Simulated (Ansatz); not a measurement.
**Energy of HgTe along an even scaling of the cell**

System: HgTe (F-43m, 2 atoms in the cell).
Method: Kohn-Sham DFT of a periodic cell, CAM-B3LYP, Ansatz PAW, no spin polarisation (Ansatz 0.2.0).

The 5 runs differ only in the geometry, by an even scaling of the cell at fixed fractional positions. The structure derives from an entry of the Crystallography Open Database.

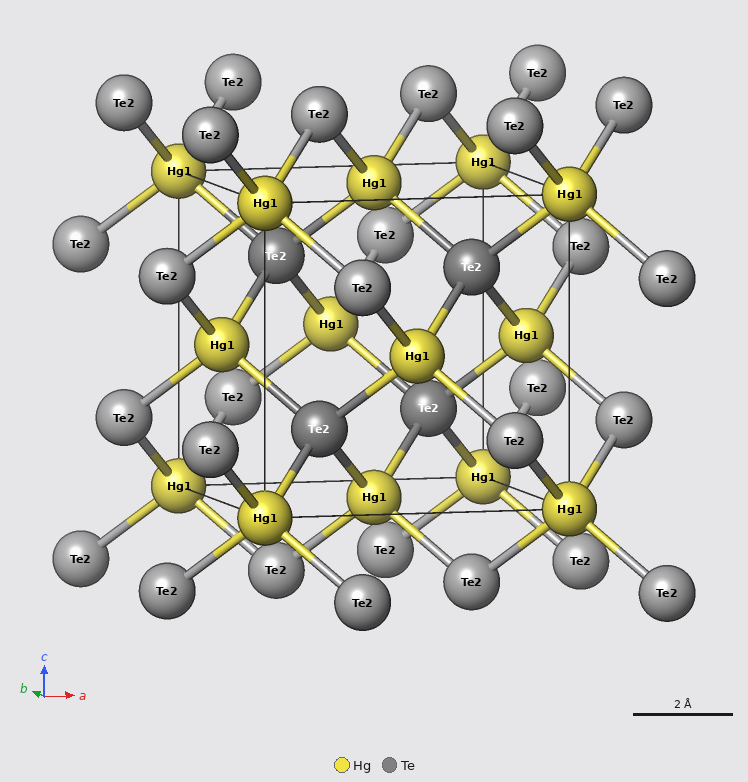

Figure 1. The structure of run 3 (ball-and-stick view of the cell 4 times as large as that of the calculation, set on its symmetry axes, seen slightly off an axis; neighbours outside the cell are drawn fainter; atoms are numbered from 1 in the order of the input).

### Input of run 3
```yaml
crystal:
  lattice:
    - [0.0, 3.2145, 3.2145]
    - [3.2145, 0.0, 3.2145]
    - [3.2145, 3.2145, 0.0]
  atoms:
    - { symbol: Hg, position: [0.0, 0.0, 0.0] }
    - { symbol: Te, position: [0.75, 0.75, 0.75] }
hamiltonian:
  xc: cam_b3lyp
  pseudopotentials: { kind: paw }
kpoints:
  mp_grid: { grid: [4, 4, 4] }
scf:
  occupations: { method: fermi_dirac, width: 0.05 }
output:
  forces: true
  stress: true
  eigenvalues: true
```

Command:
```bash
ansatz run input.yaml --threads 2 --pin off --max-ram 5632MiB --backend cpu --events-out ev --progress --plain --runs-dir out
```

Lattice vectors (Å) and fractional positions of run 3:
```
   0.000000    3.214500    3.214500
   3.214500    0.000000    3.214500
   3.214500    3.214500    0.000000
Hg  0.000000  0.000000  0.000000
Te  0.750000  0.750000  0.750000
```

Run 4 differs from it as follows:
```diff
-    - [0.0, 3.2145, 3.2145]
-    - [3.2145, 0.0, 3.2145]
-    - [3.2145, 3.2145, 0.0]
+    - [0.0, 3.2568009036, 3.2568009036]
+    - [3.2568009036, 0.0, 3.2568009036]
+    - [3.2568009036, 3.2568009036, 0.0]
```

### Results, with one run withheld

```csv
run,volume per atom (Å³),"free energy per atom, from the lowest run given (meV)",pressure (GPa),gap on the mesh (eV)
1,31.223,95.52,7.89,2.59
2,32.551,42.90,4.90,2.42
3,33.215,25.20,3.64,2.34
4,34.544,?,?,?
5,35.208,0.00,0.58,2.11
```

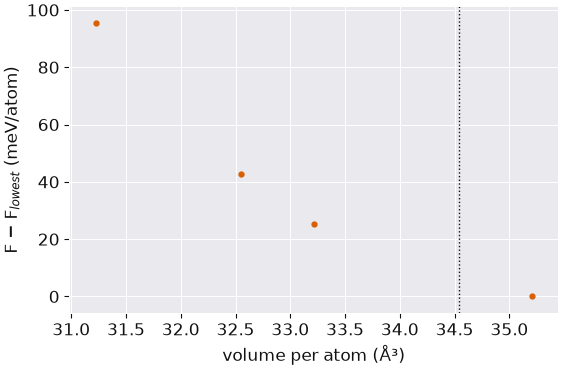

Figure 2. Free energy per atom of the runs given; the dotted line marks run 4.

Fit the runs given and predict run 4.

A quadratic polynomial in V^(−2/3) (the Birch–Murnaghan form), fitted to the 4 runs given, misses them by at most 0.04 meV per atom. With x = V^(−2/3) − 0.09720 Å⁻², it reads F = 30.376 + 12922 x + 1.3459e+06 x² (meV per atom). At run 4 it gives 4.12 meV per atom, and the run itself gives 4.26. The slope of the fit gives a pressure −dF/dV of 1.48 GPa there, and the run prints 1.49 GPa. The fit has no minimum inside this range. The gap on the mesh goes, without turning, from 2.59 eV in run 1 to 2.11 eV in run 5; run 4 has 2.19 eV. These are gaps of this functional on this mesh, which can miss the band edges; they aren't the measured gap.

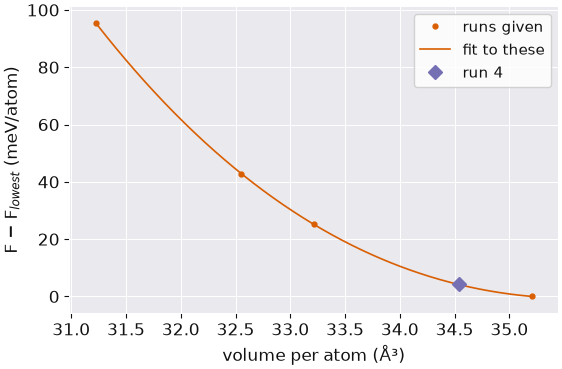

Figure 3. The fit and the withheld run.

### Output, shortened to warnings, some set-up lines, iterations and results (run 4)
```
Warning: output.stress: scf.convergence.dr2_threshold = 1e-7 eV (the SCF's general default) is looser than the 2e-10 eV advised for a printed stress (1e-10 eV for each atom of the cell: 2). What an SCF threshold leaves in a stress goes as its square root, and in the free energy as the threshold itself, and one threshold admits the most on a small cell: of the crystals measured, under no hybrid …
Warning: output.stress: scf.exx.energy_threshold = 1e-6 eV is looser than the 2e-8 eV advised for a stress under a hybrid functional (1e-8 eV for each atom of the cell: 2). Every SCF of the exchange loop can meet its threshold on dr2 while the loop round them stops early: no threshold on dr2 bounds what that leaves in the stress. Set scf.exx.energy_threshold to 2e-8 eV or tighter. The threshold …
Basis set: ecut = 420 eV, 1363 PW (Γ), exchange–correlation on 64×64×64 points (8 copies of the dense FFT grid, shifted against one another)
Symmetry: 24 space group operations
k-points: 8 of 64 (time reversal used)
Initial density: superposition of atomic densities (neutral atoms: chi_scale 0, normalization atom), corrected by the library's trained network
[...]
SCF iter   1: F=—  HF=-20871.341436 eV  |F-HF|=—  |Δ(HF+E_count)|=         —  Δρ=3.51e-3  dr2=8.33e-3  ethr=1.77e-3  ⟨swp⟩=7.6  Hψ=740  notcnv=0
SCF iter   2: F=—  HF=-20871.339593 eV  |F-HF|=—  |Δ(HF+E_count)|=   1.84e-3  Δρ=1.45e-3  dr2=9.72e-4  ethr=2.31e-5  ⟨swp⟩=3.5  Hψ=428  notcnv=0  defer=1
SCF iter   3: F=—  HF=-20871.339505 eV  |F-HF|=—  |Δ(HF+E_count)|=   8.85e-5  Δρ=6.98e-4  dr2=1.84e-4  ethr=2.70e-6  ⟨swp⟩=3.0  Hψ=427  notcnv=0
SCF iter   4: F=—  HF=-20871.339505 eV  |F-HF|=—  |Δ(HF+E_count)|=   7.46e-7  Δρ=1.50e-4  dr2=1.07e-5  ethr=2.98e-8  ⟨swp⟩=2.0  Hψ=708  notcnv=0
SCF iter   5: F=—  HF=-20871.339506 eV  |F-HF|=—  |Δ(HF+E_count)|=   4.88e-7  Δρ=3.91e-5  dr2=5.82e-7  ethr=2.97e-8  ⟨swp⟩=3.0  Hψ=386  notcnv=0
[... 26 lines ...]
SCF iter   7: F=-20848.893795 eV  HF=-20848.893795 eV  |F-HF|=4.99e-9  |Δ(HF+E_count)|=   1.37e-7  Δρ=2.72e-6  dr2=1.24e-8  ethr=1.76e-12 (applied; sched 1.00e-12)  ⟨swp⟩=4.5 …
SCF 5 converged in 7 iterations: F = -20848.893795 eV  dr2 = 1.24e-8
SCF iter   1: F=—  HF=-20848.893795 eV  |F-HF|=—  |Δ(HF+E_count)|=         —  Δρ=3.69e-6  dr2=1.28e-8  ethr=6.28e-10  ⟨swp⟩=3.8  Hψ=382  notcnv=0
SCF iter   2: F=-20848.893795 eV  HF=-20848.893795 eV  |F-HF|=8.59e-10  |Δ(HF+E_count)|=   4.61e-9  Δρ=1.67e-6  dr2=1.48e-9  ethr=3.42e-11  ⟨swp⟩=3.0  Hψ=350  notcnv=0
SCF 6 converged in 2 iterations: F = -20848.893795 eV  dr2 = 1.48e-9
  Residual-converged pass: ⟨swp⟩=3.0  Hψ=377  notcnv=0  max |occ|·‖R‖ = 1.8e-6 eV (tolerance 2.4e-6 eV)  dr2=1.50e-9  dr2_onsite=1.39e-10  max |Δocc| = 3.5e-19
hybrid outer 5: dexx = +1.335e-9 eV, tail = 3.85e-9 eV, Δε = 1.60e-4 eV (about 1.79e-4 eV left of the loop's levels), ΔF = 1.85e-17 eV/Å (tail 7.37e-4)
hybrid SCF converged: 5 outer / 23 inner (+7 warm-up), last move |dexx| = 1.34e-9 eV, tail = 3.85e-9 eV
Stability not checked: this state was not tested for a lower state beside it, because the functional holds exact exchange (a hybrid, or Hartree-Fock), whose exchange loop this test does not read (fock_operator; see scf.lower_state_search)
Free energy (F): -20848.893795 eV
Frozen-core exchange: fock
Harris-Foulkes:  -20848.893795 eV  (|F-HF|=8.59e-10)
Internal energy: -20848.893795 eV  (E = F + TS)
E sigma→0 (E₀):  -20848.893795 eV
Fermi energy:    8.004863 eV
--- Per-component energies (eV) ---
  E_band       = -920.859083
  E_kinetic    = 784.265232
  E_local      = -4851.971875  (includes V_loc(G=0)·N_el)
  E_nonlocal   = -241.513786
  E_hartree    = 2360.107444
  E_xc         = -230.343479
  E_vxc        = -252.692053  (∫ρ·V_xc dr)
  E_exx        = -180.011565  (= α·E_x^exact, valence–valence)
  E_paw        = -14596.352385  (= ΣΔE_a)
  E_vpaw       = -719.138091  (= ΣTr[D̂ρ^β])
  E_aug_tail   = 0.000698  (compensation charges beyond the density's cutoff)
  E_ewald      = -3891.843273
  E_core_change = -1.230808  (= ΣΔE_core)
  E_smearing   = -0.000000  (= −TS)
  E_closure    = 0.000001  (closes the sum)
  Σ components = -20848.893795   (vs F -20848.893795, Δ=0.00e0)
--- Forces (eV/Å), atoms counted from 1 ---
  atom   1  Hg    -0.00000000     0.00000000    -0.00000000
  atom   2  Te     0.00000000    -0.00000000     0.00000000
  max |Σ_I F_I| component: 1.43e-16 eV/Å
--- Stress (GPa, compression-positive) ---
        1.492934       0.000000      -0.000000
        0.000000       1.492934       0.000000
        0.000000       0.000000       1.492934
  P = ⅓ Tr σ = 1.4929 GPa (14.929 kbar)
```

The program warns: the exchange loop's threshold is looser than advised for the stress; the SCF threshold is looser than advised for the printed stress. Points of doubt noted for this run: forces on files of another functional. Spin–orbit coupling is left out, which matters for Hg.
